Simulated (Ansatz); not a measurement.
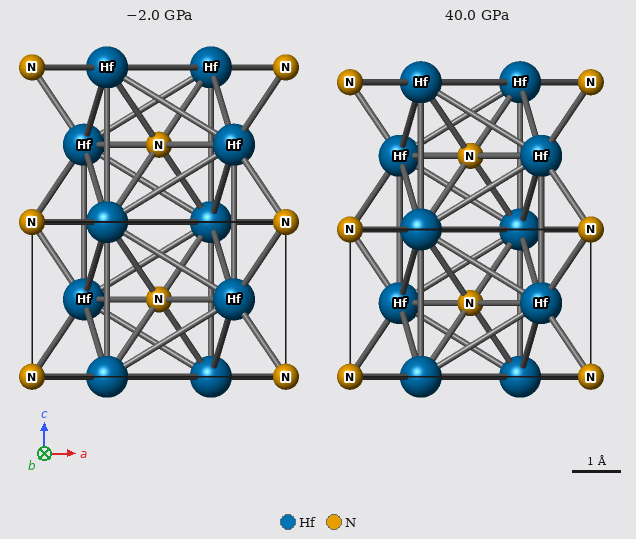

A crystal of Hf₂N (set up in P4_2/mnm), relaxed (cell and atoms) at several target pressures. The picture shows the first and the last member. Style: ball-and-stick. Shown: the cell of the calculation, repeated 1 × 1 × 2 with one cell outlined, along the b axis.

Computed with Ansatz 0.2.0: DFT PBEsol, scalar-relativistic, plane waves, PAW. Set-up: plane-wave cutoff 420 eV; k-point mesh 8 × 8 × 12; occupations gaussian; smearing width 0.1 eV; no spin polarisation; cell and atoms relaxed; force threshold 0.008 eV/Å.

```csv
pressure (GPa),volume (Å³/atom),a (Å),c (Å)
−2.0,15.235,5.314,3.237
0.0,15.084,5.296,3.227
2.0,?,?,?
5.0,14.737,5.253,3.205
10.0,14.429,5.215,3.183
20.0,13.890,5.148,3.145
40.0,13.045,5.040,3.082
```

Fill in the missing row.

Answer. Murnaghan's form V = V₀(1 + B′P/B₀)^(−1/B′), with V₀ = 15.084 Å³ from the row at zero pressure, fits the other rows with B₀ = 206 GPa and B′ = 3.80 (largest miss 0.003 Å³). At 2.0 GPa it gives 15.084 × (1 + 3.80 × 2.0/206)^(−1/3.80) = 14.941 Å³ per atom. The calculation gives 14.938 Å³/atom (a = 5.277 Å, c = 3.218 Å). The estimate is 0.003 Å³/atom too high. From the first member to the last: Hf–Hf 3.149 → 2.987 Å, Hf–Hf 3.237 → 3.082 Å, Hf–Hf 3.072 → 2.938 Å.

The whole series:

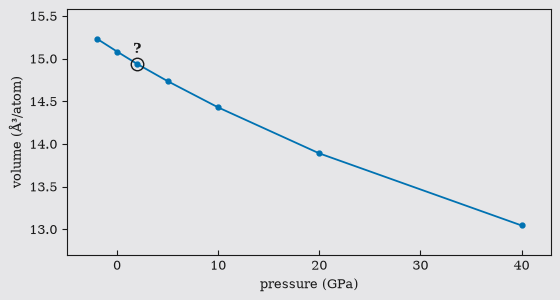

Each member starts from this one structure; whether another phase lies lower wasn't checked.
